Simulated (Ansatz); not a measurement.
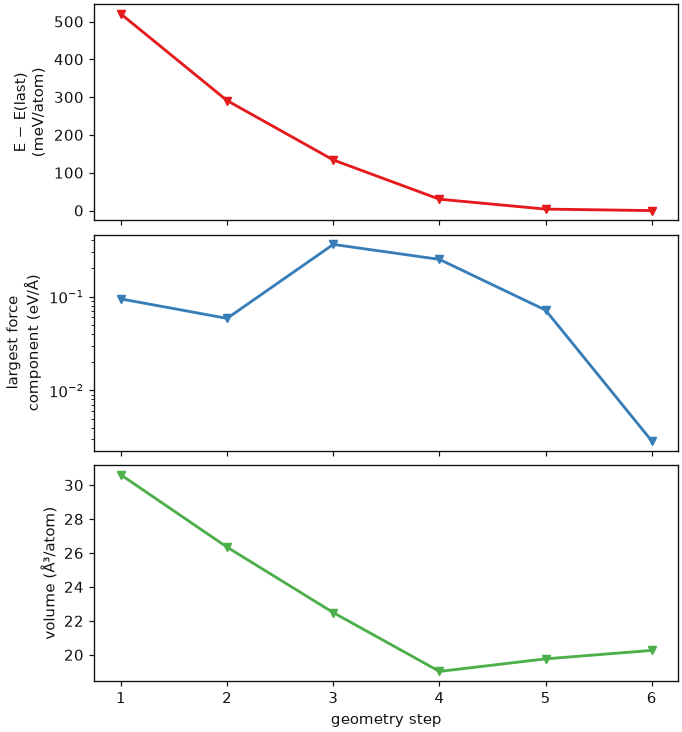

History of a geometry optimisation. S (Ia-3, 8 atoms in the cell); DFT PBE, scalar-relativistic, plane waves, PAW in Ansatz; cutoff 420 eV, 4×4×4 k-mesh, Gaussian smearing of 0.1 eV. Atoms and cell relax. A closing SCF on a freshly chosen basis isn't drawn.

The optimisation met its thresholds at geometry 6, counting the start as the first. The energy fell by about 520 meV/atom from the first step to the last. The largest force component goes from about 0.094 eV/Å at the start to 2.9 × 10⁻³ eV/Å at the end, with a peak of 0.36 eV/Å at step 3. The volume shrinks from 30.6 to 20.3 Å³ per atom (−34 %), overshooting to 19.0 at step 4.
